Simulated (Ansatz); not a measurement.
Given this structure:

Space group Fm-3m (No. 225). a = 4.650 Å, b = 4.650 Å, c = 4.650 Å, α = 90.00°, β = 90.00°, γ = 90.00°
```json
{"atom": "Zr", "site": "4b", "symmetry": "m-3m", "x": "0.5000", "y": "0.0000", "z": "0.0000"}
{"atom": "B", "site": "4a", "symmetry": "m-3m", "x": "0.0000", "y": "0.0000", "z": "0.0000"}
```

Characterise the structure given above.

Answer. Formula: ZrB. The atoms follow space group Fm-3m (No. 225); the Bravais lattice is face-centred cubic. The structure is of the kind named rock salt (NaCl type). One cell contains 4 Zr, 4 B, 8 atoms in all. Zr bonds to six B in an octahedral arrangement at 2.33 Å. The neighbours of B are six Zr in an octahedral arrangement at 2.33 Å. Not all metal-metal contacts are counted. The bonds build a three-dimensional framework.

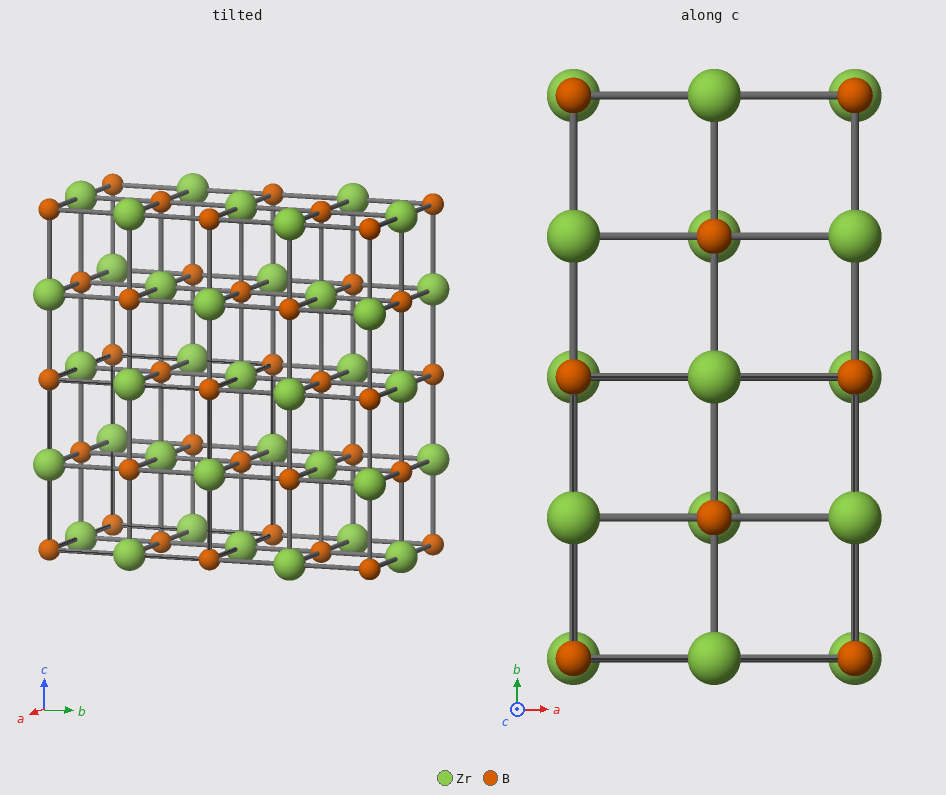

Ball-and-stick drawing of the structure, looking slightly off an axis and along the c axis. Shown are 1×2×2 repeats of the conventional unit cell, one of them outlined in solid lines. Colours: zirconium green, boron orange.

It goes back to a structure type known for this compound. Earlier steps of the study may have refined or changed the cell and positions. An electronic-structure calculation with Ansatz was run on it.

At this level of theory the cell isn't at rest (compressed, at 37 GPa), so its distances can differ from those at equilibrium, the more so the softer the solid.
